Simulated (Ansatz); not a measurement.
# Calculations on PtSe₂

### Relaxation

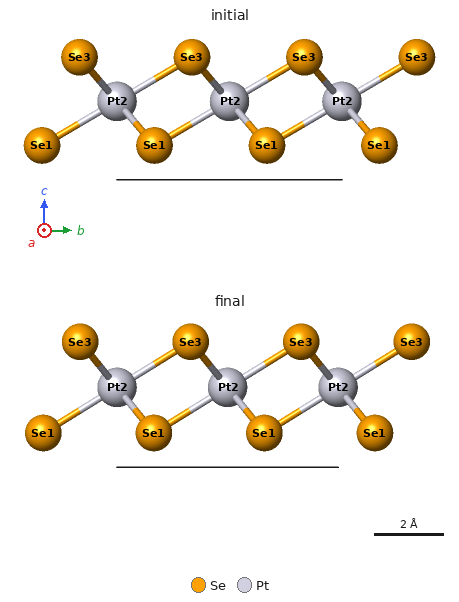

The structure of a slab of composition PtSe2 (cut from the P-3m1 phase) before (top) and after (bottom) a relaxation, at one scale.

Style: ball-and-stick. Shown: the 1 × 2 repeat of the cell, outlined in the plane, without the vacuum, along the a axis.

Case: one layer taken out of the bulk.

Method: DFT PBE+D3(BJ), scalar-relativistic, plane waves, PAW in Ansatz.

Input
```yaml
crystal:
  lattice:
    - [3.771702443, 0.0, 0.0]
    - [-1.8858512215, 3.2663901312, 0.0]
    - [0.0, 0.0, 31.1216233429]
  atoms:
    - { symbol: Se, position: [0.6666666667, 0.3333333333, 0.4588579997] }
    - { symbol: Pt, position: [0.0, 0.0, 0.5] }
    - { symbol: Se, position: [0.3333333333, 0.6666666667, 0.5411420003] }
  periodic: [true, true, false]
basis:
  ecutwfc: 420
kpoints:
  mp_grid: { grid: [12, 12, 1] }
hamiltonian:
  xc: pbe
  dispersion: d3bj
scf:
  occupations: { method: gaussian, width: 0.02 }
output:
  forces: true
  stress: true
  eigenvalues: true
  write_density: true
  write_potential: true
  elf: true
  volumetric_format: npy
relax:
  adjacent_minimum: "off"
  f_tol: 0.005
  max_steps: 80
  cell: { stress_2d_tol: 0.02 }
```

Launched with:
```bash
ansatz run input.yaml --threads 2 --pin off --max-ram 5120MiB --backend cpu --events-out ev --progress --plain --runs-dir out
```

What changed between the two?

The largest moves, 0.044 Å, are those of Se1 and Se3. Se1 goes along the normal (−c). Pt stays in place. In the plane the drawn cell goes a 3.772 → 3.707 Å (−1.7 %), b 7.543 → 7.414 Å (−1.7 %). Some distances before and after: Pt2–Se3 2.526 → 2.517 Å. The energy falls by 21.6 meV per cell of the calculation in 3 accepted moves (4 points after the start). The largest force component goes from 0.095 to 0.00086 eV/Å. At 1 point the geometry stayed and the basis and grid were re-selected for the new cell (energy shift of 0.4 meV per cell of the calculation at most each time).

### Relaxation

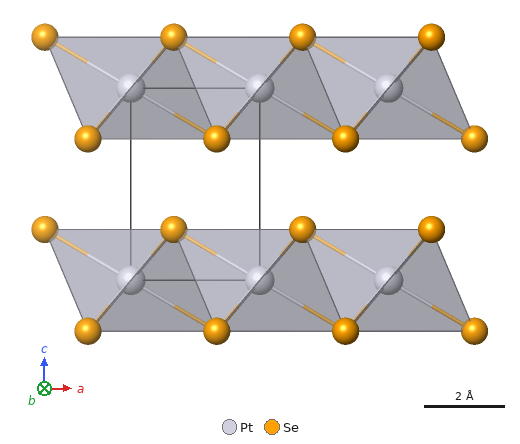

A crystal of PtSe2 (set up in P-3m1), before the relaxation. Style: polyhedral. Shown: the cell of the calculation, repeated 2 × 1 × 1 with one cell outlined, along the b axis.

All numbers below come from Ansatz 0.2.0, DFT PBE+D3(BJ), scalar-relativistic, plane waves, PAW.

The input:
```yaml
crystal:
  lattice:
    - [3.7644458078, 0.0, 0.0]
    - [-1.8822229039, 3.2601057007, 0.0]
    - [0.0, 0.0, 4.8652988406]
  atoms:
    - { symbol: Pt, position: [0.0, 0.0, 0.0] }
    - { symbol: Se, position: [0.3333333333, 0.6666666667, 0.2644373451] }
    - { symbol: Se, position: [0.6666666667, 0.3333333333, 0.7355626549] }
basis:
  ecutwfc: 420
kpoints:
  mp_grid: { grid: [12, 12, 10] }
hamiltonian:
  xc: pbe
  dispersion: d3bj
scf:
  occupations: { method: gaussian, width: 0.1 }
output:
  forces: true
  stress: true
  eigenvalues: true
  write_density: true
  write_potential: true
  elf: true
  volumetric_format: npy
relax:
  adjacent_minimum: "off"
  f_tol: 0.005
  max_steps: 80
  cell: { stress_tol: 0.05 }
```

Run as
```bash
ansatz run input.yaml --threads 2 --pin off --max-ram 5120MiB --backend cpu --events-out ev --progress --plain --runs-dir out
```

Where does the relaxation end?

The energy falls by 0.2 meV per atom in 2 accepted moves (3 points after the start). Largest force component: 0.00032 eV/Å at the start, 0.00078 eV/Å at the end. The pressure goes from −0.07 to −0.02 GPa. At 1 point the geometry stayed and the basis and grid were re-selected for the new cell (energy shift of less than 0.05 meV per atom at most each time). The largest moves relative to the cell, 0.005 Å, are those of Se2 and Se3. Se2 goes along +c. Pt stays in place. Cell: a = b 3.764 → 3.772 Å (+0.2 %), c 4.865 → 4.822 Å (−0.9 %). Volume −0.5 %. The space group stays P-3m1 (No. 164). The run took 30 s on 2 threads of Arm Neoverse V2, on a shared host, peak memory 0.52 GiB.

History of the run:

```tsv
step	E − E(0), meV/atom	largest force component, eV/Å	pressure, GPa	volume, Å³/atom	note
0	0.00	0.0003	-0.07	19.903	
1	-0.24	0.0011	0.01	19.811	
2	-0.25	0.0008	-0.02	19.801	
3	-0.23	0.0008	-0.02	19.801	same geometry, new basis
```

After the run, drawn alike:

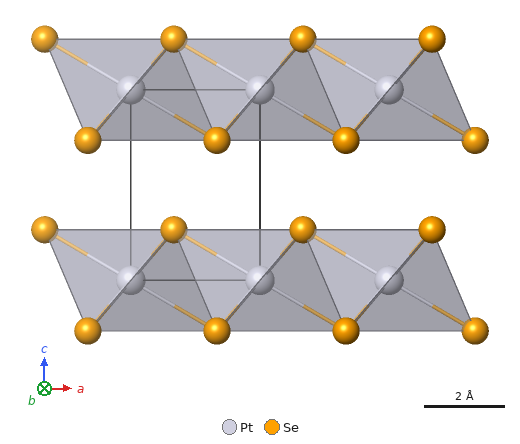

### A change

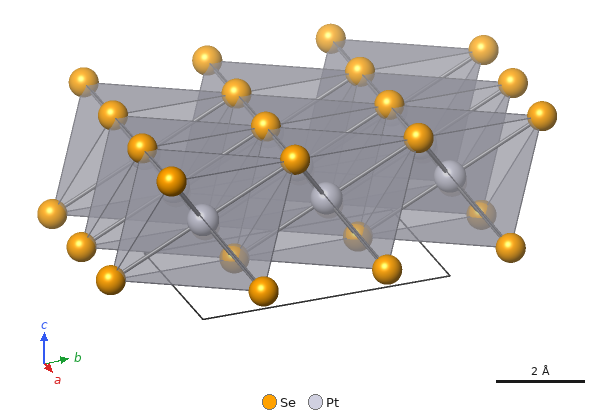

Reference structure: a slab of composition PtSe₂ (cut from the P-3m1 phase). Style: polyhedral. Shown: the 2 × 2 repeat of the cell, outlined in the plane, without the vacuum, slightly off an axis.

These are results of DFT PBE+D3(BJ), scalar-relativistic, plane waves, PAW in Ansatz, not measurements. Set-up: plane-wave cutoff 420 eV; k-point mesh 12 × 12 × 1; occupations gaussian; smearing width 0.02 eV; no spin polarisation.

Now this is done to it. The sheet is strained in its plane (along x) by +2.0 %. The atoms are relaxed.

The input:
```yaml
crystal:
  lattice:
    - [3.7068661351, 0.0, 0.0]
    - [-1.8534330675, 3.2744450462, 0.0]
    - [0.0, 0.0, 31.1216233429]
  atoms:
    - { symbol: Se, position: [0.6666666667, 0.3333333333, 0.4574342816] }
    - { symbol: Pt, position: [0.0, 0.0, 0.5] }
    - { symbol: Se, position: [0.3333333333, 0.6666666667, 0.5425657184] }
  periodic: [true, true, false]
basis:
  ecutwfc: 420
kpoints:
  mp_grid: { grid: [12, 12, 1] }
  band_path:
    path:
      - [0, 0, 0]
      - [0.5, 0, 0]
      - [0.3333333333333, 0.3333333333333, 0]
      - [0, 0, 0]
    npoints: 8
hamiltonian:
  xc: pbe
  dispersion: d3bj
scf:
  occupations: { method: gaussian, width: 0.02 }
output:
  forces: true
  stress: true
  eigenvalues: true
  write_density: true
  write_potential: true
  elf: true
  volumetric_format: npy
relax:
  adjacent_minimum: "off"
  f_tol: 0.01
  max_steps: 40
```

Command:
```bash
ansatz run input.yaml --threads 2 --pin off --max-ram 5120MiB --backend cpu --events-out ev --progress --plain --runs-dir out
```

> Predict the response.

Energy change: +3.6 meV per atom. In the plane the drawn cell goes a 7.414 → 7.414 Å (0.0 %), b 7.414 → 7.525 Å (+1.5 %). The largest moves relative to the cell and the layer's centre, 0.024 Å, are those of Se1 and Se3. Se3 goes at 32° to the normal (−c side). Pt stays in place. Some distances before and after: Pt–Se 2.517 → 2.521 to 2.532 Å. The space group (tolerance 0.01 Å) goes from P-3m1 (No. 164) to C2/m (No. 12).

The changed structure in the same view:

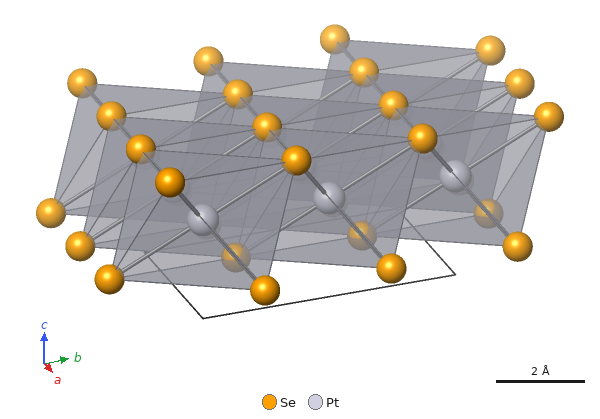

### Series

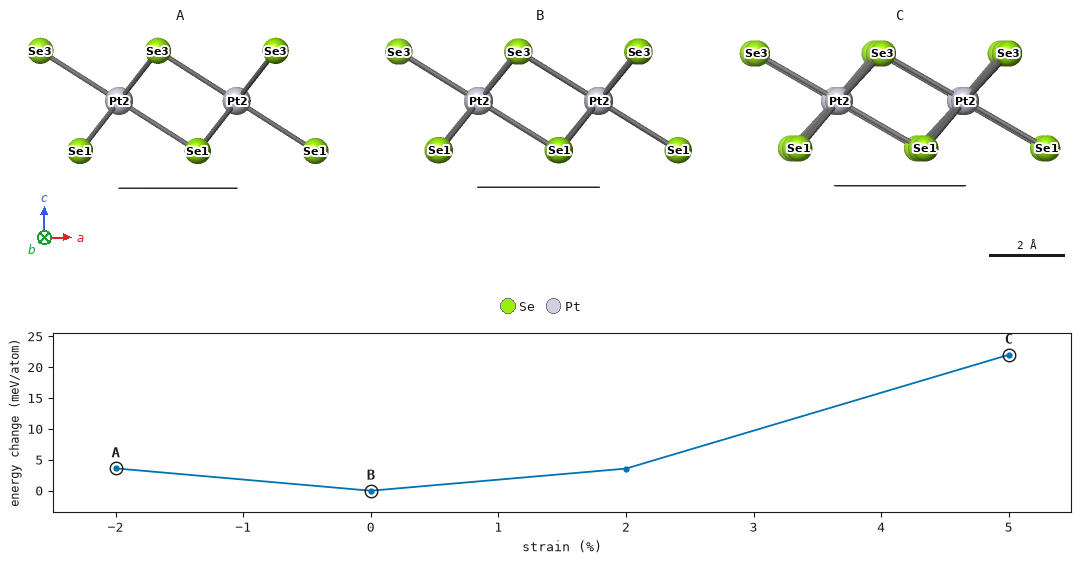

Members of a series of calculations on a slab of composition PtSe₂ (cut from the P-3m1 phase), marked on the first curve. A ball-and-stick model of the cell of the calculation, outlined in the plane, without the vacuum, seen along the b axis.

Theory: DFT PBE+D3(BJ), scalar-relativistic, plane waves, PAW (Ansatz). Set-up: plane-wave cutoff 420 eV; k-point mesh 12 × 12 × 1; occupations gaussian; smearing width 0.02 eV; no spin polarisation.

Describe the series.

A sheet under strain in its plane, along x. A (strain −2.0 %): energy change 3.6 meV/atom. B (strain 0.0 %): energy change 0.0 meV/atom. C (strain 5.0 %): energy change 22.0 meV/atom. The rest compares A with C. In the plane the drawn cell goes a 3.633 → 3.892 Å (+7.1 %), b 3.688 → 3.754 Å (+1.8 %). Among the bonded contacts that change: Pt–Se 2.510 → 2.517 to 2.548 Å.
